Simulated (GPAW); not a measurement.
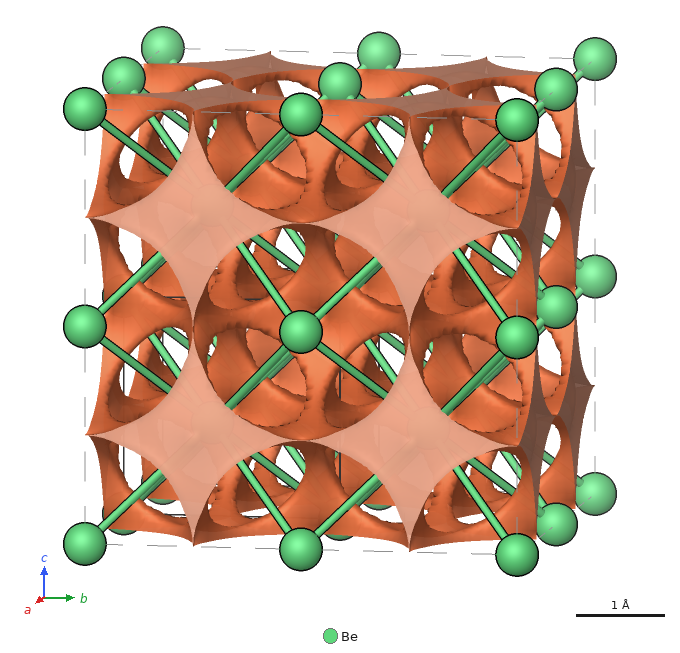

The orange surface encloses the points that the centre of a probe sphere of radius 0.10 Å can occupy in Be (Im-3m), computed on a grid of about 0.10 Å (2×2×2 cells shown, view slightly off an axis; pale faces close the region where the box cuts it).

Hard-sphere model; metallic radii: Be 1.12 Å.

Origin of the cell: a cell listed in the Materials Project, as set up for an electronic-structure calculation.

```cif
data_structure
_symmetry_space_group_name_H-M 'Im-3m'
_symmetry_Int_Tables_number 229
_cell_length_a 2.5062
_cell_length_b 2.5062
_cell_length_c 2.5062
_cell_angle_alpha 90.000
_cell_angle_beta 90.000
_cell_angle_gamma 90.000
_cell_volume 15.74
loop_
_atom_site_label
_atom_site_type_symbol
_atom_site_symmetry_multiplicity
_atom_site_Wyckoff_symbol
_atom_site_fract_x
_atom_site_fract_y
_atom_site_fract_z
_atom_site_occupancy
Be1 Be 2 a 0.00000 0.00000 0.00000 1
```

> Do these regions connect?

Where they connect, they form a three-dimensional network.

> What share of the cell can the probe's centre reach?

About 10 % of the volume (1.6 Å³ of 15.7 Å³).

> Give the largest included and the largest free sphere.

The largest sphere that fits anywhere has a diameter of 0.56 Å; the largest that can travel through the crystal, about 0.4 Å.

> How does the connectivity change as the probe shrinks?

Below a radius of about 0.21 Å the space forms a three-dimensional network. These are grid estimates, good to about 0.05 Å.
